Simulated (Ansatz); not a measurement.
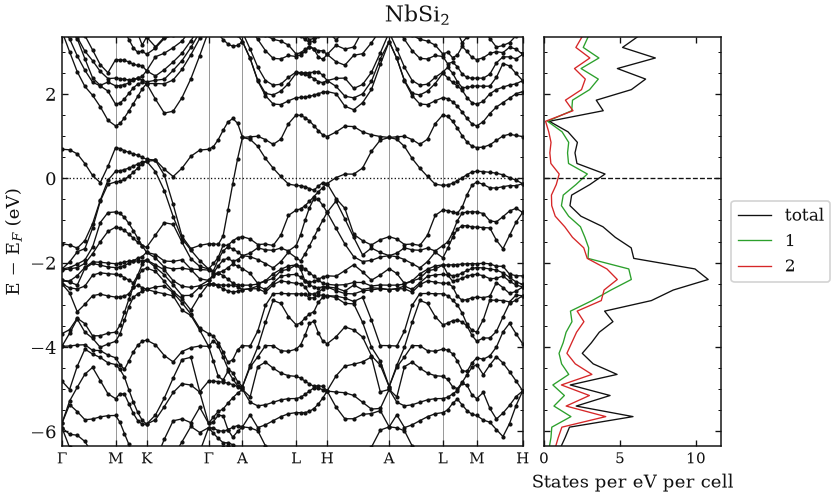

Band structure and density of states. Energies are counted from the Fermi level. The path runs straight from each named point to the next. The partial curves are projected on Löwdin-orthogonalised atomic shells.

The material is NbSi2, space group P6_222, 9 atoms in the cell, a structure borrowed from another compound.

Ansatz 0.2.0; DFT with r2SCAN, PAW plane waves, no spin polarisation, 8×8×5 k mesh, Gaussian smearing of 0.2 eV.

Q: The numbered curves are projections. Which is which? The candidates: Nb, Si.

A: 1 is Nb; 2 is Si.

Q: Metal, semiconductor or insulator?

A: A metal: 3 bands cross the Fermi level along this path.

The structure was built from a prototype or by substitution, so it need not be a known phase. The atoms aren't at rest in this cell (largest force 0.8 eV/Å), so the relaxed material can differ.
